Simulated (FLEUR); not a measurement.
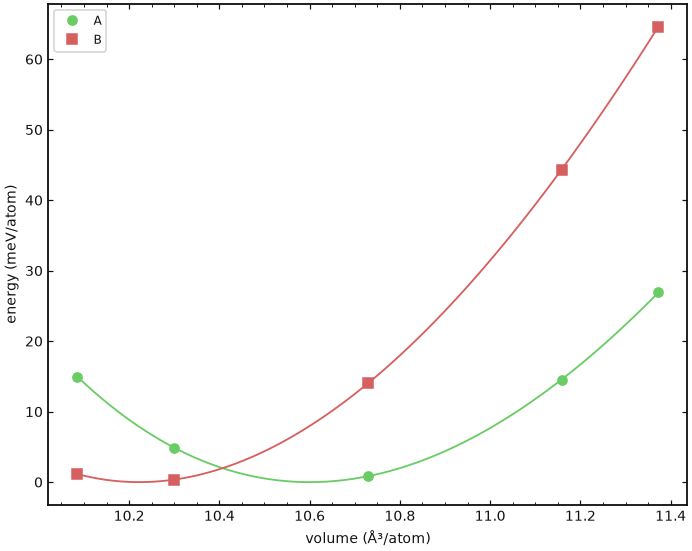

The plot gives the computed energy against volume, with one curve for each functional, for CuO (space group C2/c). The labels are replaced by letters. In alphabetical order the cases are: LDA; PBEsol.

Computed with FLEUR MaX-R8.1 (later development tree): all-electron LAPW DFT, no spin polarisation; energies at scaled volumes of the given cell, shape and fractions fixed, counted from the fit's minimum, third-order Birch-Murnaghan fit. All runs: no spin polarisation.

- k mesh: 9×9×5
- occupations: Fermi–Dirac
- smearing width: 0.05 eV
- potentials: all electron

Question: Which letter stands for which functional?

Answer: A: PBEsol; B: LDA.

Limits of the calculation: shape and atomic fractions are frozen while scaling, which makes layered, chain and framework solids too stiff.
